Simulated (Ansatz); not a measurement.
System: TiN (slab).

The calculation's input:

```
crystal:
  lattice:
    - [2.9496626303, 0.0, 0.0]
    - [0.0, 2.9496626303, 0.0]
    - [0.0, 0.0, 27.5143586884]
  atoms:
    - { symbol: Ti, position: [0.5, 0.5, 0.2725849468] }
    - { symbol: "N", position: [0.0, 0.0, 0.2725849468] }
    - { symbol: Ti, position: [0.0, 0.0, 0.3483899645] }
    - { symbol: "N", position: [0.5, 0.5, 0.3483899645] }
    - { symbol: Ti, position: [0.5, 0.5, 0.4241949823] }
    - { symbol: "N", position: [0.0, 0.0, 0.4241949823] }
    - { symbol: Ti, position: [0.0, 0.0, 0.5] }
    - { symbol: "N", position: [0.5, 0.5, 0.5] }
    - { symbol: Ti, position: [0.5, 0.5, 0.5758050177] }
    - { symbol: "N", position: [0.0, 0.0, 0.5758050177] }
    - { symbol: Ti, position: [0.0, 0.0, 0.6516100355] }
    - { symbol: "N", position: [0.5, 0.5, 0.6516100355] }
    - { symbol: Ti, position: [0.5, 0.5, 0.7274150532] }
    - { symbol: "N", position: [0.0, 0.0, 0.7274150532] }
basis:
  ecutwfc: 420
kpoints:
  mp_grid: { grid: [12, 12, 1] }
hamiltonian:
  xc: lda
scf:
  occupations: { method: gaussian, width: 0.1 }
output:
  forces: true
  eigenvalues: true
  write_density: true
  write_potential: true
  elf: true
  volumetric_format: npy
relax:
  adjacent_minimum: "off"
  f_tol: 0.02
  max_steps: 60
efield:
  axis: 3
  dipole_correction: true
```

Run with:

```sh
ansatz run input.yaml --threads 1 --pin off --max-ram 2560MiB --backend cpu --events-out ev --progress --plain --runs-dir out
```

The fields are those of the relaxed geometry.

Computed without spin polarisation.

The calculation used DFT LDA, scalar-relativistic, plane waves, PAW (Ansatz).

Question: Predict the valence pseudo-density and electron localisation function between the atoms.

Answer: Ti–N (1.96 Å): the density is about 0.75 e/Å³ at the midpoint; the ELF peaks at about 0.80 in the valence shell of N, 0.6 Å from its nucleus, and is about 0.25 at the midpoint (no shared electron pair shows on this line).
Ti–Ti (2.88 Å): ρ is about 0.23 e/Å³ halfway; the ELF is about 0.20 at the midpoint; no shared electron pair shows on this line.
Ti–N (2.07 Å): ρ at the midpoint is about 0.57 e/Å³; the ELF peaks at about 0.80 in the valence shell of N, 0.6 Å from its nucleus, and is about 0.20 at the midpoint; no localised pair shows between them.
Ti–N (2.15 Å): the density is about 0.49 e/Å³ at the midpoint; the ELF peaks at about 0.80 in the valence shell of N, 0.6 Å from its nucleus, and is about 0.20 at the midpoint; no shared electron pair shows on this line.

Question: Does the calculation give a band gap?

Answer: It is gapless in this calculation (a metal or semimetal).

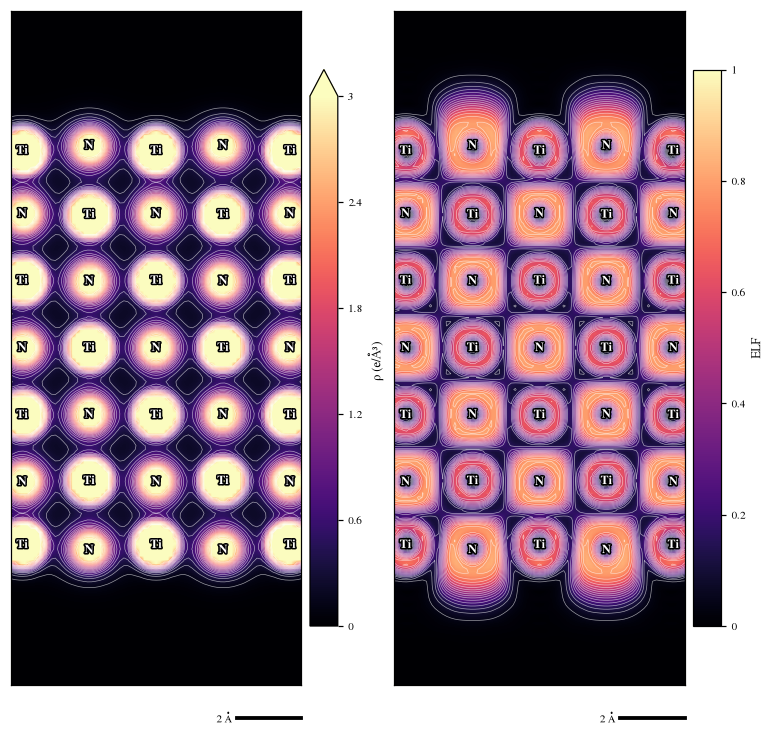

Computed valence pseudo-density and electron localisation function on the (110) plane of the calculation cell, a cut from vacuum to vacuum, in this order. 

Core electrons are frozen (PAW), and the valence fields are smoothed inside the atomic spheres.
